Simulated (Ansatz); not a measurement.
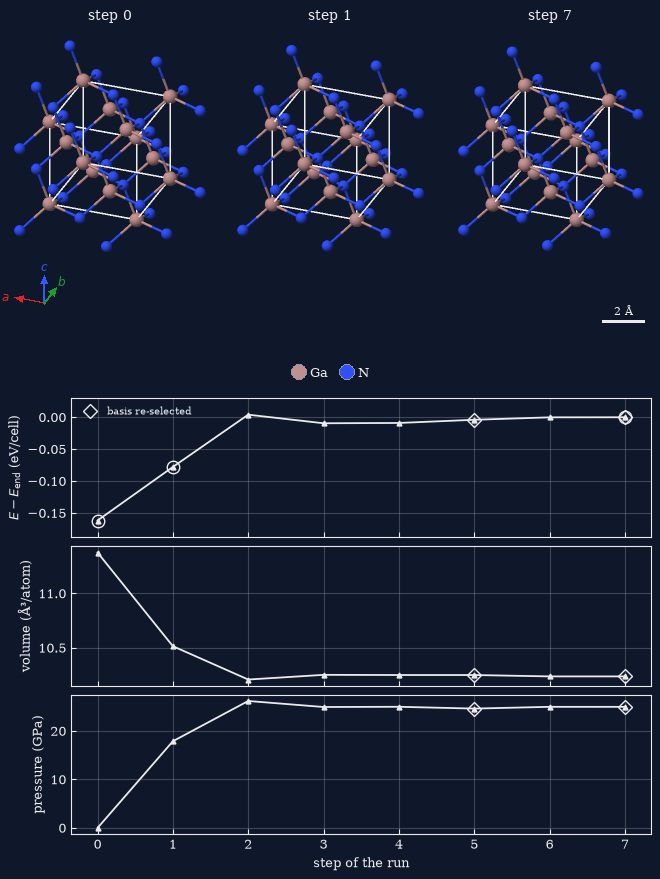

Frames of a relaxation of solid GaN (set up in F-43m), marked on the history of the run. The picture is a ball-and-stick view of the conventional cell (4 times the calculation's cell), seen from a free direction. Lengths and directions refer to the drawn axes.

Case: relaxed at 25 GPa.

Computed with DFT PBEsol, scalar-relativistic, plane waves, PAW (Ansatz 0.2.0). Settings: plane-wave cutoff 420 eV; k-point mesh 10 × 10 × 10; occupations fixed; target pressure 25 GPa; no spin polarisation; cell and atoms relaxed; force threshold 0.001 eV/Å; at most 60 steps.

**What happens along the run?**

The atoms keep their places relative to the cell (all moves are under 0.005 Å). Cell: a = b = c 4.498 → 4.343 Å (−3.5 %). Volume −10.0 %. Among the contacts that change: Ga–N 1.948 → 1.880 Å. The space group stays F-43m (No. 216). After 5 accepted moves (7 points after the start) the energy has risen by 0.162 eV per cell of the calculation. With the target pressure of 25 GPa, the enthalpy E + pV changes by −0.194 eV per cell of the calculation. All forces vanish by symmetry, so only the cell relaxes. Pressure: −0.01 GPa at the start and 24.99 GPa at the end. The SCF was repeated twice at an unchanged geometry on a basis and grid sized afresh for the cell, which shifted the energy by 5.0 meV per cell of the calculation at most. The run took 23 s on 1 thread of Intel(R) Xeon(R) Platinum 8488C (Sapphire Rapids) (shared host), peak memory 0.37 GiB. From step 0 to 1: volume −7.6 %, energy +83.9 meV per cell of the calculation. From step 1 to 7: volume −2.6 %, energy +77.7 meV per cell of the calculation.

| step | E − E(0), meV/atom | pressure, GPa | volume, Å³/atom | note |
| --- | --- | --- | --- | --- |
| 0 | 0.00 | -0.01 | 11.376 |  |
| 1 | 41.93 | 17.89 | 10.515 |  |
| 2 | 82.83 | 26.20 | 10.209 |  |
| 3 | 76.11 | 24.95 | 10.252 |  |
| 4 | 76.35 | 25.00 | 10.250 |  |
| 5 | 78.83 | 24.63 | 10.250 | same geometry, new basis |
| 6 | 80.75 | 24.99 | 10.237 |  |
| 7 | 80.80 | 24.99 | 10.237 | same geometry, new basis |
